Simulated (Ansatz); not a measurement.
Consider Si2Ni.

Input

```
crystal:
  lattice:
    - [2.6957048481, -2.6957048481, 0.0]
    - [2.6957048481, 0.0, -2.6957048481]
    - [5.6800848309, 5.6800848309, 5.6800848309]
  atoms:
    - { symbol: Si, position: [0.6666666667, 0.6666666667, 0.3955065163] }
    - { symbol: Si, position: [1.0, 0.0, 0.079113959] }
    - { symbol: Si, position: [0.3333333333, 0.3333333333, 0.7118990736] }
    - { symbol: Si, position: [0.6666666667, 0.6666666667, 0.8700953523] }
    - { symbol: Si, position: [1.0, 0.0, 0.5537027949] }
    - { symbol: Si, position: [0.3333333333, 0.3333333333, 0.2373102376] }
    - { symbol: Ni, position: [0.3333333333, 0.3333333333, 0.4746046556] }
    - { symbol: Ni, position: [0.6666666667, 0.6666666667, 0.1582120983] }
    - { symbol: Ni, position: [1.0, 0.0, 0.7909972129] }
basis:
  ecutwfc: 420
kpoints:
  mp_grid: { grid: [14, 14, 5] }
hamiltonian:
  xc: pbesol
scf:
  occupations: { method: gaussian, width: 0.15 }
output:
  forces: true
  stress: true
  eigenvalues: true
  write_density: true
  write_potential: true
  elf: true
  volumetric_format: npy
```

Command:

```sh
ansatz run input.yaml --threads 2 --pin off --max-ram 5120MiB --backend cpu --events-out ev --progress --plain --runs-dir out
```

Below, planes, directions and counts refer to the conventional cell (a = 3.81 Å, b = 3.81 Å, c = 9.84 Å, α = 90.00°, β = 90.00°, γ = 120.00°).

Space group P-3m1; not relaxed (largest force 1.0 eV/Å); computed pressure about −4 GPa in this cell; computed without spin polarisation.

Method: DFT PBEsol, scalar-relativistic, plane waves, PAW in Ansatz.

### Predict the valence pseudo-density and electron localisation function between the atoms.

Si–Ni (2.33 Å): ρ at the midpoint is about 0.48 e/Å³; the ELF peaks at about 0.75 in the valence shell of Si, 0.9 Å from its nucleus, and is about 0.50 at the midpoint.

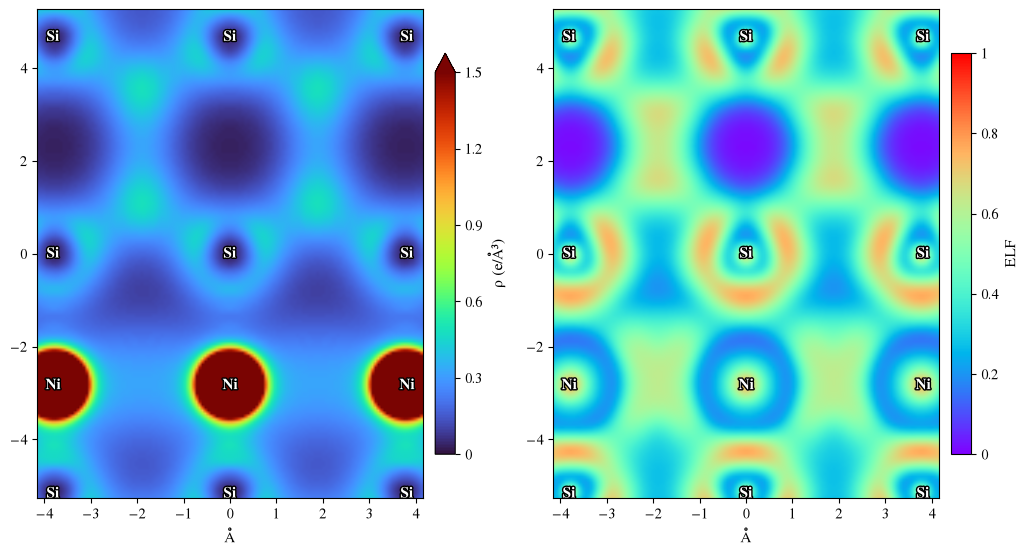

Computed valence pseudo-density and electron localisation function on the (100) plane of the conventional cell, in this order. 

In a PAW calculation such maps are meaningful between the atoms, not at the nuclei.
